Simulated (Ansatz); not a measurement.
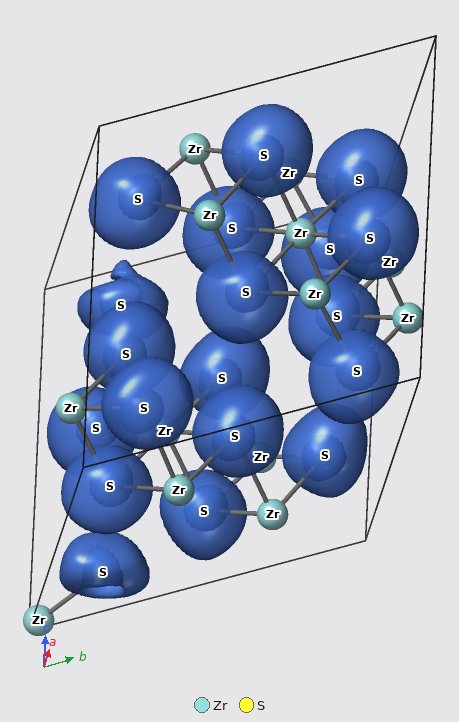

The picture shows: Zr$_{9}$S$_{19}$ (cell charge −2, with a compensating background) (cell with a defect). Isosurface of the ELF at 0.75 (blue), seen at an oblique angle. Core shells and regions of very low density are left out. Sticks mark near contacts.

The calculation used DFT PBE, scalar-relativistic, plane waves, PAW in Ansatz.

Describe the localisation domains.

Answer. The surface consists of one region on S in which the atom's valence shell and bonds are merged and 18 regions wrapped around S (the valence shell of each), counted in one cell of 28 atoms. Any copies at cell faces, edges or corners count once. Profiles from the grid: S–S (2.04 Å): the ELF peaks at about 0.80 between the atoms. Zr–S (2.49 Å): the ELF peaks at about 0.85 in the valence shell of S, 0.8 Å from its nucleus, and is about 0.40 at the midpoint.
